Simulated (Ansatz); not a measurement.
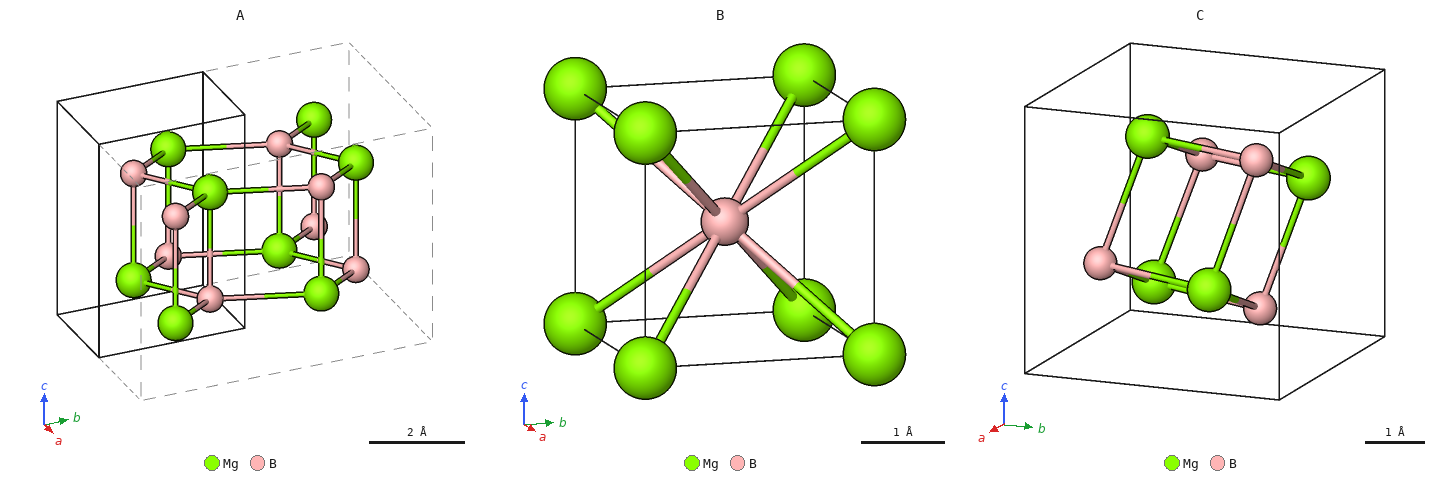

Three structures of MgB, each relaxed to rest (conventional cells in solid outline, small ones repeated, each panel with its own scale). Method: DFT PBE, scalar-relativistic, plane waves, PAW (Ansatz 0.2.0), without spin polarisation.

Name the structure in each panel.

Answer. A: 4 atoms a cell on a primitive hexagonal lattice, P6_3/mmc; B: caesium chloride (CsCl, B2) type, Pm-3m; C: 8 atoms a cell on a primitive cubic lattice, P2_13.

Rank them by energy, lowest first.

Answer. B, then C (+193 meV/atom) and A (+426 meV/atom), energies at zero smearing.

Collect the results in a table.

Answer.
| panel | structure | E − E(lowest) (meV/atom) | volume (Å³/atom) | gap (eV) |
| --- | --- | --- | --- | --- |
| B | Pm-3m | 0 | 12.1 | metal |
| C | P2_13 | 193 | 13.1 | metal |
| A | P6_3/mmc | 426 | 17.6 | metal |

Some of these may be structure types tried for this composition rather than known phases, and the most stable form need not be among them. Gaps are taken on the k-mesh or band path of each run.
